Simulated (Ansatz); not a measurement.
ZrS2 (slab)

```yaml
crystal:
  lattice:
    - [3.62739, 0.00000, 0.00000]
    - [0.00000, 8.60566, 0.00000]
    - [0.00000, 0.00000, 26.42415]
  atoms:
    - { symbol: S, position: [0.00000, 0.54418, 0.28487] }
    - { symbol: Zr, position: [0.50000, 0.75095, 0.30731] }
    - { symbol: S, position: [0.00000, 0.93794, 0.29874] }
    - { symbol: S, position: [0.50000, 0.25791, 0.36421] }
    - { symbol: Zr, position: [0.00000, 0.45876, 0.37544] }
    - { symbol: S, position: [0.50000, 0.66713, 0.39526] }
    - { symbol: S, position: [0.00000, 0.99487, 0.44645] }
    - { symbol: Zr, position: [0.50000, 0.19995, 0.45965] }
    - { symbol: S, position: [0.00000, 0.40371, 0.47096] }
    - { symbol: S, position: [0.50000, 0.73073, 0.52904] }
    - { symbol: Zr, position: [0.00000, 0.93449, 0.54035] }
    - { symbol: S, position: [0.50000, 0.13957, 0.55355] }
    - { symbol: S, position: [0.00000, 0.46731, 0.60474] }
    - { symbol: Zr, position: [0.50000, 0.67569, 0.62456] }
    - { symbol: S, position: [0.00000, 0.87654, 0.63579] }
    - { symbol: S, position: [0.50000, 0.19650, 0.70126] }
    - { symbol: Zr, position: [0.00000, 0.38349, 0.69269] }
    - { symbol: S, position: [0.50000, 0.59026, 0.71513] }
```

Method: DFT PBEsol, scalar-relativistic, plane waves, PAW (Ansatz 0.2.0).

> What can the converged valence pseudo-density and electron localisation function tell about the bonding?

Zr–S (2.43 Å): ρ is about 0.57 e/Å³ halfway; the ELF peaks at about 0.85 in the valence shell of S, 0.8 Å from its nucleus, and is about 0.45 at the midpoint.
Zr–S (2.50 Å): ρ at the midpoint is about 0.49 e/Å³; the ELF peaks at about 0.85 in the valence shell of S, 0.8 Å from its nucleus, and is about 0.40 at the midpoint.
Zr–S (2.57 Å): ρ is about 0.43 e/Å³ halfway; the ELF peaks at about 0.85 in the valence shell of S, 0.9 Å from its nucleus, and is about 0.40 at the midpoint.

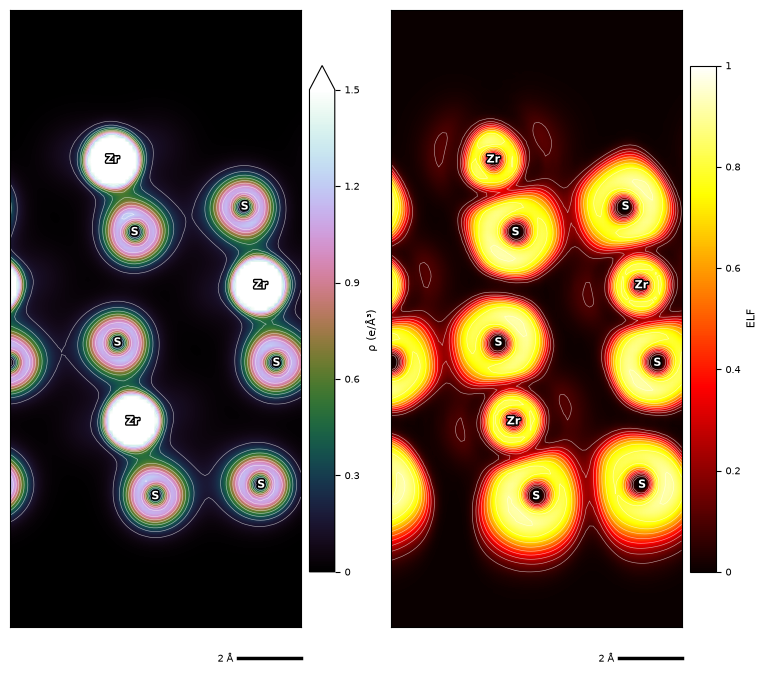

Computed valence pseudo-density and electron localisation function on the (100) plane of the calculation cell, a cut from vacuum to vacuum, in this order. 
